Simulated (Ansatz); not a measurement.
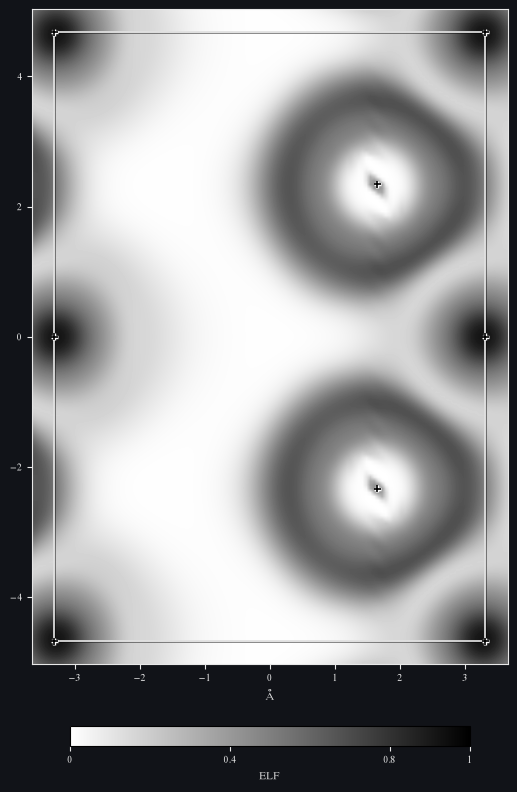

The electron localisation function on a plane through atoms (crosses mark nuclei in the plane).

Theory: DFT PBE, scalar-relativistic, plane waves, PAW in Ansatz 0.2.0.

Candidates:
A. CdTe, a = 6.62 Å, b = 6.62 Å, c = 6.62 Å, α = 90.00°, β = 90.00°, γ = 90.00°. Space group F-43m.
B. IrO, a = 4.77 Å, b = 4.77 Å, c = 4.77 Å, α = 90.00°, β = 90.00°, γ = 90.00°. Space group F-43m; started from the zinc blende prototype, which need not be the ambient phase; computed without spin polarisation.

**Which system is this?**

Candidate A: CdTe on the (011) plane of the conventional cell, which holds Cd and Te. Cd–Te (2.87 Å): the ELF is about 0.50 at the midpoint and 0.15 at its lowest between the atoms.
